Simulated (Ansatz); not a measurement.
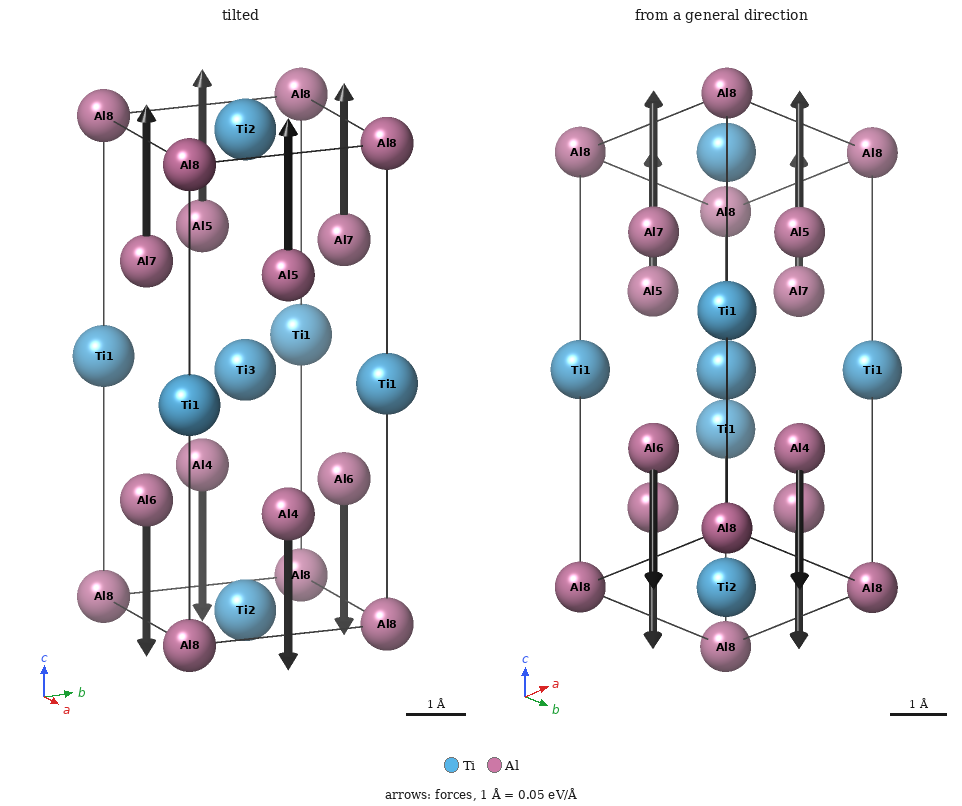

Shown here is a spheres-only view of the crystal, taken slightly off an axis and from a general direction. The simulation cell is outlined; an atom on or near a face, edge or corner is repeated at each equivalent position. The arrows are the computed forces on the atoms.

System: Ti$_{3}$Al$_{5}$. All computed values are from DFT r2SCAN, scalar-relativistic, plane waves, PAW (Ansatz). Settings: E_cut = 500 eV, a 10×10×6 sampling of the Brillouin zone, Gaussian smearing of 0.15 eV, no spin polarisation.

Q: Is this an equilibrium geometry?

A: No. The atoms still feel forces of up to about 0.12 eV/Å, above a usual threshold of 0.01 to 0.03 eV/Å.

Q: Which atom is pushed hardest?

A: Al4, Al5, Al6 and Al7, about 0.12 eV/Å.

The structure comes from a structure listed in the Materials Project. The cell was then strained or its atoms displaced on purpose. An electronic-structure calculation with Ansatz was run on it.
